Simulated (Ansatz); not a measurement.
## What a change does: geometry relaxation on NiSi

System: NiSi (P2₁3, 8 atoms in the cell).
Method of run 1: Kohn-Sham DFT of a periodic cell, PBE, Ansatz PAW, spin-polarised (Ansatz 0.2.0).

The structure derives from a Materials Project entry. Text and figures count atoms from 1; the logs count them from 0 in places.

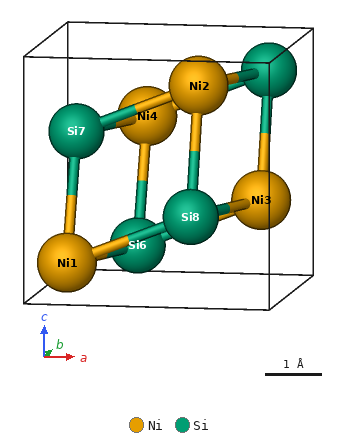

**Figure 1.** The input geometry (ball-and-stick view of the cell of the calculation, seen slightly off an axis; atoms are numbered from 1 in the order of the input). An atom can appear more than once, as a periodic image. Near neighbours in the periodic cell (some may lie outside the picture): Ni has 7 Si at 2.36 to 2.44 Å; Si has 7 Ni at 2.36 to 2.44 Å.

## The input, run 1
```yaml
crystal:
  lattice:
    - [4.503694, 0.0, 0.0]
    - [0.0, 4.503694, 0.0]
    - [0.0, 0.0, 4.503694]
  atoms:
    - { symbol: Ni, position: [0.149504, 0.149504, 0.149504], spin: 1.0 }
    - { symbol: Ni, position: [0.649504, 0.350496, 0.850496], spin: 1.0 }
    - { symbol: Ni, position: [0.850496, 0.649504, 0.350496], spin: 1.0 }
    - { symbol: Ni, position: [0.350496, 0.850496, 0.649504], spin: 1.0 }
    - { symbol: Si, position: [0.84683, 0.84683, 0.84683] }
    - { symbol: Si, position: [0.34683, 0.65317, 0.15317] }
    - { symbol: Si, position: [0.15317, 0.34683, 0.65317] }
    - { symbol: Si, position: [0.65317, 0.15317, 0.34683] }
hamiltonian:
  xc: pbe
  pseudopotentials: { kind: paw }
magnetization:
  spin_polarized: true
kpoints:
  mp_grid: { grid: [6, 6, 6] }
scf:
  occupations: { method: fermi_dirac, width: 0.05 }
output:
  forces: true
  stress: true
  eigenvalues: true
  write_density: true
  write_potential: true
  elf: true
  volumetric_format: npy
relax:
  f_tol: 0.01
  max_steps: 40
  cell: { stress_tol: 0.05 }
```

Command:
```bash
ansatz run input.yaml --threads 4 --pin off --max-ram 11264MiB --backend cpu --events-out ev --progress --plain --runs-dir out
```

Hardware: 4 threads of Arm Neoverse V1, 24 GiB of memory available, shared host.

## Output, shortened to warnings, some set-up lines, iterations and results (run 1)
```
WARN: the starting moments were not kept: the SCF closed with an absolute magnetisation of 7.9e-7 μB, where they sum to 4 μB in size (4 sites). That is at most 0.1 of that sum. Measured as dr2_m measures the in/out step, that magnetisation stands 1.9e-13 eV from none, at or under the dr2_threshold of 1.0e-7 eV: it is no larger than a step whose dr2_m would equal this threshold. The system may …
Basis set: ecut = 420 eV, 1791 PW (Γ), exchange–correlation on 64×64×64 points (8 copies of the dense FFT grid, shifted against one another)
Symmetry: 12 space group operations
k-points: 24 of 216 (time reversal used)
Initial density: superposition of atomic densities (chi_scale 0.1, normalization cell)
[...]
SCF iter   1: F=—  HF=-25897.753198 eV  |F-HF|=—  |Δ(HF+E_count)|=         —  Δρ=5.81e-2 (↑5.81e-2 ↓2.19e-2)  dr2=1.93e0  dr2_m=9.35e-1  M=1.953 μB ∫|m|=2.613 μB  β_m=0.30  …
SCF iter   2: F=—  HF=-25898.153198 eV  |F-HF|=—  |Δ(HF+E_count)|=   4.00e-1  Δρ=5.48e-2 (↑2.40e-2 ↓5.48e-2)  dr2=1.37e0  dr2_m=1.12e0  M=1.502 μB ∫|m|=2.105 μB  β_m=0.41  …
SCF iter   3: F=—  HF=-25901.643316 eV  |F-HF|=—  |Δ(HF+E_count)|=    3.49e0  Δρ=4.77e-2 (↑2.33e-2 ↓4.77e-2)  dr2=1.08e0  dr2_m=9.57e-1  M=1.156 μB ∫|m|=1.682 μB  β_m=0.19  …
SCF iter   4: F=—  HF=-25903.261093 eV  |F-HF|=—  |Δ(HF+E_count)|=    1.62e0  Δρ=3.45e-2 (↑2.50e-2 ↓3.45e-2)  dr2=4.90e-1  dr2_m=6.81e-1  M=0.951 μB ∫|m|=1.399 μB  β_m=0.28  …
SCF iter   5: F=—  HF=-25904.666371 eV  |F-HF|=—  |Δ(HF+E_count)|=    1.41e0  Δρ=2.45e-2 (↑2.45e-2 ↓8.50e-3)  dr2=2.89e-1  dr2_m=1.76e-1  M=0.665 μB ∫|m|=0.894 μB  β_m=0.88  …
[... 45 lines ...]
SCF iter   7: F=—  HF=-25905.339181 eV  |F-HF|=—  |Δ(HF+E_count)|=  6.91e-11  Δρ=3.99e-7 (↑3.99e-7 ↓3.99e-7)  dr2=5.08e-10  dr2_m=7.27e-16  M=0.000 μB ∫|m|=0.000 μB  β_m=0.93 …
SCF iter   8: F=—  HF=-25905.339181 eV  |F-HF|=—  |Δ(HF+E_count)|=  3.60e-10  Δρ=7.89e-8 (↑7.89e-8 ↓7.89e-8)  dr2=2.03e-11  dr2_m=1.70e-17  M=0.000 μB ∫|m|=0.000 μB  β_m=0.96 …
SCF iter   9: F=-25905.339181 eV  HF=-25905.339181 eV  |F-HF|=3.64e-12  |Δ(HF+E_count)|=  1.82e-11  Δρ=4.52e-8 (↑4.52e-8 ↓4.52e-8)  dr2=6.17e-12  dr2_m=1.95e-18  M=0.000 μB …
SCF 5 converged in 9 iterations: F = -25905.339181 eV  dr2 = 6.17e-12
relax step   5: F+E_penalty+E_count = -25905.33918078 eV  Δ(F+E_penalty+E_count) = -2.677e-4 eV  max|allowed force component| = 4.567e-3 eV/Å  Δτ_max = 0.0000 Å  P = +0.007 …
basis re-selected at this cell: Δ(F+E_penalty+E_count) = -2.677e-4 eV, ΔP = -0.001 GPa vs the last step (what re-selecting the basis moved, of the pressure what is left beyond the Pulay correction that the steps carried, after the strain that the cell walked since its last selection, with what the …
SCF converged after 9 iterations
Magnetization: 0.0000 μB (44.0000 up, 44.0000 down)
Absolute magnetization: 0.0000 μB (∫|ρ↑−ρ↓|, with the PAW one-centre terms)
Spin contamination: 0.0000 ħ² per cell (⟨S²⟩ above its minimum at these occupations)
Per-site moments (μB) at R_I (Å): [(1.3127809111166235e-10, 0.9758199440288268), (1.3127815990518857e-10, 0.9758199440288275), (1.3127807217202866e-10, 0.9758199440288275), (1.312786005492047e-10, 0.9758199440288275), (3.755236944550299e-11, 0.9758199440288268), (3.755206154486891e-11, …
Free energy (F): -25905.339181 eV
Harris-Foulkes:  -25905.339181 eV  (|F-HF|=3.64e-12)
Internal energy: -25905.315125 eV  (E = F + TS)
E sigma→0 (E₀):  -25905.327153 eV
Entropy (-TS):   -0.024055 eV (-3.007 meV/atom)
Fermi energy:    16.242895 eV
--- Per-component energies (eV) ---
  E_band       = -1198.054626
  E_kinetic    = 1313.656794
  E_local      = -17386.552964  (includes V_loc(G=0)·N_el)
  E_nonlocal   = 2648.039496
  E_hartree    = 7495.579430
  E_xc         = -568.871425
  E_vxc        = -636.710550  (∫ρ·V_xc dr)
  E_paw        = -8578.406561  (= ΣΔE_a)
  E_vpaw       = -2127.648780  (= ΣTr[D̂ρ^β])
  E_aug_tail   = 0.002099  (compensation charges beyond the density's cutoff)
  E_ewald      = -10828.761995
  E_smearing   = -0.024055  (= −TS)
  E_closure    = -0.000000  (closes the sum)
  Σ components = -25905.339181   (vs F -25905.339181, Δ=0.00e0)
--- Forces (eV/Å), atoms counted from 1 ---
  atom   1  Ni    -0.00456698    -0.00456698    -0.00456698
  atom   2  Ni    -0.00456698     0.00456698     0.00456698
  atom   3  Ni     0.00456698    -0.00456698     0.00456698
  atom   4  Ni     0.00456698     0.00456698    -0.00456698
  atom   5  Si    -0.00261263    -0.00261263    -0.00261263
  atom   6  Si    -0.00261263     0.00261263     0.00261263
  atom   7  Si     0.00261263    -0.00261263     0.00261263
  atom   8  Si     0.00261263     0.00261263    -0.00261263
[...]
```

For run 2 the input was changed thus:
```diff
-  xc: pbe
+  xc: revpbe
+  dispersion: d4
-  write_density: true
-  write_potential: true
-  elf: true
-  volumetric_format: npy
```

Predict how the results change.

The total energies belong to different models, so their difference says nothing on which is more stable or more accurate. The volume per atom goes from 11.53 to 10.97 Å³. The functional changes from PBE to revPBE. The SCF takes 47 iterations over all geometry steps against 45.

## Output, shortened to warnings, some set-up lines, iterations and results (run 2)
```
WARN: the starting moments were not kept: the SCF closed with an absolute magnetisation of 8.8e-7 μB, where they sum to 4 μB in size (4 sites). That is at most 0.1 of that sum. Measured as dr2_m measures the in/out step, that magnetisation stands 2.1e-13 eV from none, at or under the dr2_threshold of 1.0e-7 eV: it is no larger than a step whose dr2_m would equal this threshold. The system may …
Basis set: ecut = 420 eV, 1791 PW (Γ), exchange–correlation on 64×64×64 points (8 copies of the dense FFT grid, shifted against one another)
Symmetry: 12 space group operations
k-points: 24 of 216 (time reversal used)
Initial density: superposition of atomic densities (chi_scale 0.1, normalization cell)
[...]
SCF iter   1: F=—  HF=-25927.710510 eV  |F-HF|=—  |Δ(HF+E_count)|=         —  Δρ=5.59e-2 (↑5.59e-2 ↓2.32e-2)  dr2=1.73e0  dr2_m=9.37e-1  M=1.947 μB ∫|m|=2.617 μB  β_m=0.30  …
SCF iter   2: F=—  HF=-25928.320874 eV  |F-HF|=—  |Δ(HF+E_count)|=   6.10e-1  Δρ=5.45e-2 (↑2.43e-2 ↓5.45e-2)  dr2=1.37e0  dr2_m=1.11e0  M=1.500 μB ∫|m|=2.117 μB  β_m=0.44  …
SCF iter   3: F=—  HF=-25932.138962 eV  |F-HF|=—  |Δ(HF+E_count)|=    3.82e0  Δρ=4.57e-2 (↑2.39e-2 ↓4.57e-2)  dr2=9.95e-1  dr2_m=9.24e-1  M=1.110 μB ∫|m|=1.648 μB  β_m=0.19  …
SCF iter   4: F=—  HF=-25933.545308 eV  |F-HF|=—  |Δ(HF+E_count)|=    1.41e0  Δρ=3.38e-2 (↑2.47e-2 ↓3.38e-2)  dr2=4.88e-1  dr2_m=6.56e-1  M=0.921 μB ∫|m|=1.374 μB  β_m=0.31  …
SCF iter   5: F=—  HF=-25934.911651 eV  |F-HF|=—  |Δ(HF+E_count)|=    1.37e0  Δρ=2.34e-2 (↑2.34e-2 ↓7.19e-3)  dr2=2.91e-1  dr2_m=1.45e-1  M=0.602 μB ∫|m|=0.816 μB  β_m=0.88  …
[... 47 lines ...]
SCF iter   7: F=—  HF=-25935.463082 eV  |F-HF|=—  |Δ(HF+E_count)|=   5.38e-8  Δρ=9.00e-8 (↑8.20e-8 ↓9.00e-8)  dr2=1.29e-11  dr2_m=2.80e-14  M=0.000 μB ∫|m|=0.000 μB  β_m=0.94 …
SCF iter   8: F=—  HF=-25935.463082 eV  |F-HF|=—  |Δ(HF+E_count)|=  5.64e-10  Δρ=4.40e-8 (↑4.40e-8 ↓4.03e-8)  dr2=5.56e-12  dr2_m=4.86e-15  M=0.000 μB ∫|m|=0.000 μB  β_m=0.97 …
SCF iter   9: F=-25935.463082 eV  HF=-25935.463082 eV  |F-HF|=1.46e-11  |Δ(HF+E_count)|=  3.64e-11  Δρ=9.95e-8 (↑9.95e-8 ↓9.86e-8)  dr2=2.72e-11  dr2_m=2.20e-16  M=0.000 μB …
SCF 5 converged in 9 iterations: F = -25935.463082 eV  dr2 = 2.72e-11
relax step   5: F+E_penalty+E_count = -25935.46308207 eV  Δ(F+E_penalty+E_count) = +1.455e-3 eV  max|allowed force component| = 1.620e-3 eV/Å  Δτ_max = 0.0000 Å  P = +0.024 …
basis re-selected at this cell: Δ(F+E_penalty+E_count) = +1.455e-3 eV, ΔP = +0.016 GPa vs the last step (what re-selecting the basis moved, of the pressure what is left beyond the Pulay correction that the steps carried, after the strain that the cell walked since its last selection, with what the …
SCF converged after 9 iterations
Magnetization: 0.0000 μB (44.0000 up, 44.0000 down)
Absolute magnetization: 0.0000 μB (∫|ρ↑−ρ↓|, with the PAW one-centre terms)
Spin contamination: 0.0000 ħ² per cell (⟨S²⟩ above its minimum at these occupations)
Per-site moments (μB) at R_I (Å): [(2.54211571110467e-9, 0.9601720579872655), (2.542116110472907e-9, 0.9601720579872652), (2.5421160019297014e-9, 0.9601720579872652), (2.542115931066273e-9, 0.9601720579872652), (8.092624530389806e-10, 0.9601720579872655), (8.092624917498555e-10, …
Free energy (F): -25935.463082 eV
Harris-Foulkes:  -25935.463082 eV  (|F-HF|=1.46e-11)
Internal energy: -25935.440008 eV  (E = F + TS)
E sigma→0 (E₀):  -25935.451545 eV
Entropy (-TS):   -0.023074 eV (-2.884 meV/atom)
Fermi energy:    17.420558 eV
--- Per-component energies (eV) ---
  E_band       = -1120.437999
  E_kinetic    = 1322.145864
  E_local      = -17093.676254  (includes V_loc(G=0)·N_el)
  E_nonlocal   = 2643.864076
  E_hartree    = 7385.257488
  E_xc         = -573.071926
  E_vxc        = -641.566494  (∫ρ·V_xc dr)
  E_paw        = -8599.804280  (= ΣΔE_a)
  E_vpaw       = -2121.723494  (= ΣTr[D̂ρ^β])
  E_aug_tail   = 0.002431  (compensation charges beyond the density's cutoff)
  E_ewald      = -11012.597708
  E_disp       = -7.357910  (pairwise vdW)
  E_core_change = -0.201789  (= ΣΔE_core)
  E_smearing   = -0.023074  (= −TS)
  E_closure    = -0.000000  (closes the sum)
  Σ components = -25935.463082   (vs F -25935.463082, Δ=0.00e0)
--- Forces (eV/Å), atoms counted from 1 ---
  atom   1  Ni     0.00161956     0.00161956     0.00161956
  atom   2  Ni     0.00161956    -0.00161956    -0.00161956
  atom   3  Ni    -0.00161956     0.00161956    -0.00161956
[...]
```

## The two runs side by side

| quantity | run 1 | run 2 |
| --- | --- | --- |
| outcome | converged | converged |
| free energy per atom (eV) | −3238.1674 | −3241.9329 |
| energy per atom, smearing taken to zero (eV) | −3238.1659 | −3241.9314 |
| gap on the mesh (eV) | 0.00 | 0.00 |
| net moment of the cell (μB) | 0.00 | 0.00 |
| absolute moment of the cell (μB) | 0.00 | 0.00 |
| pressure (GPa) | 0.01 | 0.02 |
| volume per atom (Å³) | 11.53 | 10.97 |
| largest force (eV/Å) | 0.008 | 0.003 |
| SCF iterations | 45 | 47 |
| irreducible k-points | 24 | 24 |
| wall time (shared host) | 54 s | 52 s |

For both runs: Warnings: some starting moments were not kept. For run 2: Points of doubt noted for this run: forces on files of another functional.
